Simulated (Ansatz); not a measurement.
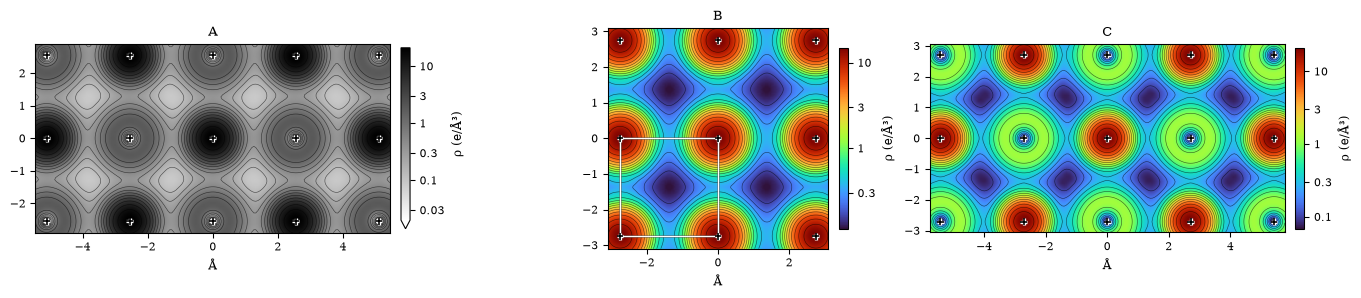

The valence pseudo-density of 3 systems, each on a plane through atoms (crosses mark nuclei in the plane).

The calculation used DFT PBE, scalar-relativistic, plane waves, PAW (Ansatz).

System 1: Au, the (001) plane of the conventional cell. Space group I4/mmm; changed on purpose from its base cell (strain -0.050 along x and y, +0.050 along z, atoms carried along); computed pressure about 20 GPa in this cell; computed without spin polarisation.

System 2: AgCl, the (001) plane of the conventional cell. Space group Fm-3m; computed pressure about 25 GPa in this cell.

System 3: AgBr, the (010) plane of the conventional cell. Space group Fm-3m; computed pressure about 16 GPa in this cell.

### Match each panel to its system.

Panel A is system 2, AgCl: the plane holds Ag and Cl. Ag–Cl (2.55 Å): ρ at the midpoint is about 0.36 e/Å³. Panel B is system 1, Au: the plane holds Au. Au–Au (2.75 Å): ρ is about 0.35 e/Å³ halfway. Panel C is system 3, AgBr: the plane holds Ag and Br. Ag–Br (2.71 Å): ρ at the midpoint is about 0.31 e/Å³.
